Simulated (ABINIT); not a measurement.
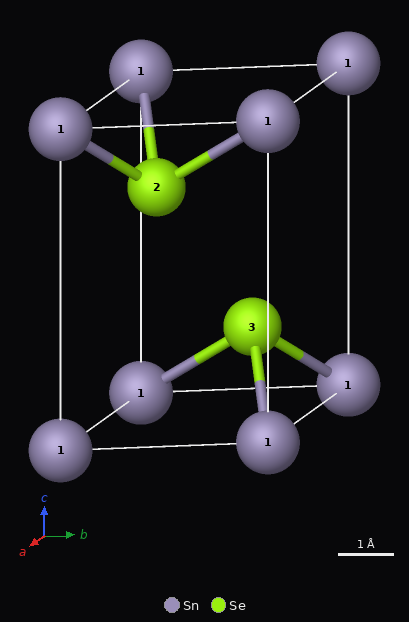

Fig. 1: The input geometry (ball-and-stick view of the cell of the calculation, seen slightly off an axis; atoms are numbered from 1 in the order of the input).

# SnSe2: dielectric calculation (part 1 of 3)

SnSe2 (P-3m1, 3 atoms in the cell), computed with Kohn-Sham DFT of a periodic cell, PBEsol, JTH PAW PBE v2.0, no spin polarisation (ABINIT 10.8.3).

The structure derives from an entry of the Crystallography Open Database.

Output:
```
.Version 10.8.3 of ABINIT
 DATASET    1 : space group P-3 m 1 (#164); Bravais hP (primitive hexag.)
================================================================================
 Values of the parameters that define the memory need for DATASET  1.
     intxc =       0    ionmov =       0      iscf =      17    lmnmax =      18
     lnmax =       6     mgfft =      45  mpssoang =       3    mqgrid =    3001
     natom =       3  nloc_mem =       2    nspden =       1   nspinor =       1
    nsppol =       1      nsym =      12    n1xccc =       1    ntypat =       2
    occopt =       1   xclevel =       2
       mpw =        1617          nfft =       32805          nkpt =          20
 PAW method is used; the additional fine FFT grid is defined by:
   mgfftf=        60    nfftf =     96000
================================================================================
================================================================================

 DATASET    2 : space group P-3 m 1 (#164); Bravais hP (primitive hexag.)
================================================================================
 Values of the parameters that define the memory need for DATASET  2 (RF).
     intxc =       0      iscf =      -3    lmnmax =      18     lnmax =       6
     mgfft =      45  mpssoang =       3    mqgrid =    3001     natom =       3
  nloc_mem =       2    nspden =       1   nspinor =       1    nsppol =       1
      nsym =      12    n1xccc =       1    ntypat =       2    occopt =       1
   xclevel =       2
      nfft =       32805          nkpt =          72
================================================================================
================================================================================

 DATASET    3 : space group P-3 m 1 (#164); Bravais hP (primitive hexag.)
================================================================================
 Values of the parameters that define the memory need for DATASET  3 (RF).
     intxc =       0      iscf =       7    lmnmax =      18     lnmax =       6
     mgfft =      45  mpssoang =       3    mqgrid =    3001     natom =       3
  nloc_mem =       2    nspden =       1   nspinor =       1    nsppol =       1
      nsym =      12    n1xccc =       1    ntypat =       2    occopt =       1
   xclevel =       2
      nfft =       32805          nkpt =          72
================================================================================
================================================================================

--------------------------------------------------------------------------------
------------- Echo of variables that govern the present computation ------------
--------------------------------------------------------------------------------
 -outvars: echo values of preprocessed input variables --------
            acell      7.2017462609E+00  7.2017462609E+00  1.1595359501E+01 Bohr
              amu      1.18710000E+02  7.89600000E+01
           diemac      6.00000000E+00
             ecut      1.60000000E+01 Hartree
           getddk1          0
           getddk2          0
           getddk3          2
           getwfk1          0
           getwfk2          1
           getwfk3          1
             iscf1         17
             iscf2         -3
             iscf3          7
              ixc     -116133
           jdtset        1    2    3
                       outvar_i_n : Printing only first  50 k-points.
           kptopt1          1
           kptopt2          2
           kptopt3          2
         kptrlatt        6    0    0      0    6    0      0    0    4
          kptrlen      4.32104776E+01
            natom           3
            nband1         13
            nband2         13
            nband3         13
           ndtset           3
            ngfft          27      27      45
          ngfftdg          40      40      60
             nkpt1         20
             nkpt2         72
             nkpt3         72
             nqpt1          0
             nqpt2          1
             nqpt3          1
            nstep          80
             nsym          12
           ntypat           2
        optdriver1          0
        optdriver2          1
        optdriver3          1
        pawecutdg      3.20000000E+01 Hartree
         pawxcdev           0
           prtden           0
        prtebands           0
           prteig           0
            prtwf1          1
            prtwf2          1
            prtwf3          0
           rfelfd1          0
           rfelfd2          2
           rfelfd3          3
            rprim      1.0000000000E+00  0.0000000000E+00  0.0000000000E+00
                      -5.0000000000E-01  8.6602540380E-01  0.0000000000E+00
                       0.0000000000E+00  0.0000000000E+00  1.0000000000E+00
           shiftk      0.00000000E+00  0.00000000E+00  5.00000000E-01
          spgroup         164
           tolvrs1     1.00000000E-11
           tolvrs2     0.00000000E+00
           tolvrs3     1.00000000E-08
           tolwfr1     1.00000000E-15
           tolwfr2     1.00000000E-18
           tolwfr3     0.00000000E+00
            typat      1  2  2
           useylm           1
                       outvars : Printing only first  50 k-points.
           xangst      0.0000000000E+00  0.0000000000E+00  0.0000000000E+00
                       1.9054999987E+00  1.1001409372E+00  4.6081359969E+00
                      -7.0517665732E-17  2.2002818744E+00  1.5278639990E+00
            xcart      0.0000000000E+00  0.0000000000E+00  0.0000000000E+00
                       3.6008731304E+00  2.0789650712E+00  8.7081149850E+00
                      -1.3325907527E-16  4.1579301424E+00  2.8872445157E+00
             xred      0.0000000000E+00  0.0000000000E+00  0.0000000000E+00
                       6.6666666667E-01  3.3333333333E-01  7.5100000000E-01
                       3.3333333333E-01  6.6666666667E-01  2.4900000000E-01
            znucl       50.00000   34.00000

================================================================================

 chkinp: Checking input parameters for consistency, jdtset=   1.

 chkinp: Checking input parameters for consistency, jdtset=   2.

 chkinp: Checking input parameters for consistency, jdtset=   3.

================================================================================
== DATASET  1 ==================================================================

--- !DatasetInfo
iteration_state: {dtset: 1, }
dimensions: {natom: 3, nkpt: 20, mband: 13, nsppol: 1, nspinor: 1, nspden: 1, mpw: 1617, }
cutoff_energies: {ecut:  16.0, pawecutdg:  32.0, }
electrons: {nelect:   2.60000000E+01, charge:   0.00000000E+00, occopt:   1.00000000E+00, tsmear:   1.00000000E-02, }
meta: {optdriver: 0, ionmov: 0, optcell: 0, iscf: 17, paral_kgb: 0, }
...

 Real(R)+Recip(G) space primitive vectors, cartesian coordinates (Bohr,Bohr^-1):
 R(1)=  7.2017463  0.0000000  0.0000000  G(1)=  0.1388552  0.0801681  0.0000000
 R(2)= -3.6008731  6.2368952  0.0000000  G(2)=  0.0000000  0.1603362  0.0000000
 R(3)=  0.0000000  0.0000000 11.5953595  G(3)=  0.0000000  0.0000000  0.0862414
 Unit cell volume ucvol=  5.2082339E+02 bohr^3
 Angles (23,13,12)=  9.00000000E+01  9.00000000E+01  1.20000000E+02 degrees

 Coarse grid specifications (used for wave-functions):

 getcut: wavevector=  0.0000  0.0000  0.0000  ngfft=  27  27  45
         ecut(hartree)=     16.000   => boxcut(ratio)=   2.00696

 Fine grid specifications (used for densities):

 getcut: wavevector=  0.0000  0.0000  0.0000  ngfft=  40  40  60
         ecut(hartree)=     32.000   => boxcut(ratio)=   2.03202

--- Pseudopotential description ------------------------------------------------
- pspini: atom type   1  psp file is ./Sn.GGA_PBE-JTH.xml
 Pseudopotential format is: paw10
 basis_size (lnmax)=  6 (lmn_size= 18), orbitals=   0   0   1   1   2   2
 Spheres core radius: rc_sph= 2.51086398
 Shapefunction is BESSEL type: shapef(r,l)=aa(1,l)*jl(q(1,l)*r)+aa(2,l)*jl(q(2,l)*r)
 Radius for shape functions =  1.40702157
 Compensation charge density is not taken into account in XC energy/potential

- pspini: atom type   2  psp file is ./Se.GGA_PBE-JTH.xml
 Pseudopotential format is: paw10
 basis_size (lnmax)=  4 (lmn_size=  8), orbitals=   0   0   1   1
 Spheres core radius: rc_sph= 2.21132333
 Shapefunction is BESSEL type: shapef(r,l)=aa(1,l)*jl(q(1,l)*r)+aa(2,l)*jl(q(2,l)*r)
 Radius for shape functions =  2.00656599
 Compensation charge density is not taken into account in XC energy/potential

   2.29087519E+03                                ecore*ucvol(ha*bohr**3)
--------------------------------------------------------------------------------

================================================================================

--- !BeginCycle
iteration_state: {dtset: 1, }
solver: {iscf: 17, nstep: 80, nline: 4, wfoptalg: 10, }
tolerances: {tolwfr: 1.00E-15, tolvrs: 1.00E-11, }
...

     iter   Etot(hartree)      deltaE(h)  residm     nres2
 ETOT  1  -88.711764005163    -8.871E+01 1.593E-01 1.029E+00
 ETOT  2  -88.910999699476    -1.992E-01 9.563E-03 9.624E-01
 ETOT  3  -88.911657463425    -6.578E-04 1.592E-03 4.522E-01
 ETOT  4  -88.911806432119    -1.490E-04 7.681E-04 2.469E-02
 ETOT  5  -88.911775646585     3.079E-05 9.402E-05 1.046E-03
 ETOT  6  -88.911816359499    -4.071E-05 7.269E-05 1.520E-04
 ETOT  7  -88.911826934937    -1.058E-05 7.484E-06 2.572E-05
 ETOT  8  -88.911829964567    -3.030E-06 7.151E-06 1.601E-05
 ETOT  9  -88.911830779802    -8.152E-07 6.149E-07 1.255E-06
 ETOT 10  -88.911831006891    -2.271E-07 7.014E-07 4.141E-07
 ETOT 11  -88.911831074490    -6.760E-08 5.876E-08 6.003E-09
 ETOT 12  -88.911831094747    -2.026E-08 6.909E-08 3.479E-09
 ETOT 13  -88.911831100740    -5.993E-09 5.755E-09 1.457E-09
 ETOT 14  -88.911831102550    -1.810E-09 6.829E-09 2.312E-10
 ETOT 15  -88.911831103090    -5.407E-10 5.670E-10 1.209E-10
 ETOT 16  -88.911831103256    -1.653E-10 6.780E-10 1.523E-11
 ETOT 17  -88.911831103304    -4.867E-11 5.622E-11 1.769E-11
 ETOT 18  -88.911831103320    -1.596E-11 6.748E-11 1.569E-12
 ETOT 19  -88.911831103325    -4.889E-12 5.624E-12 3.952E-13
 ETOT 20  -88.911831103328    -2.558E-12 6.770E-12 6.370E-15
 ETOT 21  -88.911831103329    -1.094E-12 5.644E-13 4.553E-14
 ETOT 22  -88.911831103326     3.226E-12 6.798E-13 2.751E-15
 ETOT 23  -88.911831103328    -1.975E-12 5.696E-14 3.882E-15
 ETOT 24  -88.911831103326     1.663E-12 6.794E-14 9.548E-16
 ETOT 25  -88.911831103327    -1.535E-12 5.811E-15 1.981E-16
 ETOT 26  -88.911831103327     6.395E-13 6.924E-15 9.430E-17
 ETOT 27  -88.911831103327    -2.416E-13 9.820E-16 3.721E-17

 At SCF step   27  max residual=  9.82E-16 < tolwfr=  1.00E-15 AND nres2   =  3.72E-17 < tolvrs=  1.00E-11 =>converged.

 Cartesian components of stress tensor (hartree/bohr^3)
  sigma(1 1)= -5.81258194E-05  sigma(3 2)=  0.00000000E+00
  sigma(2 2)= -5.81258197E-05  sigma(3 1)=  0.00000000E+00
  sigma(3 3)= -1.16016904E-04  sigma(2 1)=  0.00000000E+00

--- !ResultsGS
iteration_state: {dtset: 1, }
comment   : Summary of ground state results
lattice_vectors:
- [  7.2017463,   0.0000000,   0.0000000, ]
- [ -3.6008731,   6.2368952,   0.0000000, ]
- [  0.0000000,   0.0000000,  11.5953595, ]
lattice_lengths: [   7.20175,    7.20175,   11.59536, ]
lattice_angles: [ 90.000,  90.000, 120.000, ] # degrees, (23, 13, 12)
lattice_volume:   5.2082339E+02
convergence: {deltae: -2.416E-13, res2:  3.721E-17, residm:  9.820E-16, diffor: null, }
etotal    :  -8.89118311E+01
entropy   :   0.00000000E+00
fermie    :   6.15082256E-02
cartesian_stress_tensor: # hartree/bohr^3
- [ -5.81258194E-05,   0.00000000E+00,   0.00000000E+00, ]
- [  0.00000000E+00,  -5.81258197E-05,   0.00000000E+00, ]
- [  0.00000000E+00,   0.00000000E+00,  -1.16016904E-04, ]
pressure_GPa:   2.2779E+00
xred      :
- [  0.0000E+00,   0.0000E+00,   0.0000E+00, Sn]
- [  6.6667E-01,   3.3333E-01,   7.5100E-01, Se]
- [  3.3333E-01,   6.6667E-01,   2.4900E-01, Se]
cartesian_forces: # hartree/bohr
- [ -2.49258548E-28,   8.63456938E-29,  -0.00000000E+00, ]
- [  3.48961967E-28,   2.59037082E-28,  -1.16179824E-02, ]
- [ -9.97034192E-29,  -3.45382775E-28,   1.16179824E-02, ]
force_length_stats: {min:   2.63790452E-28, max:   1.16179824E-02, mean:   7.74532160E-03, }
...

 Integrated electronic density in atomic spheres:
 ------------------------------------------------
 Atom  Sphere_radius  Integrated_density
    1        2.51086         11.92228689
    2        2.21132          3.94648198
    3        2.21132          3.94648198

================================================================================

 ----iterations are completed or convergence reached----
```
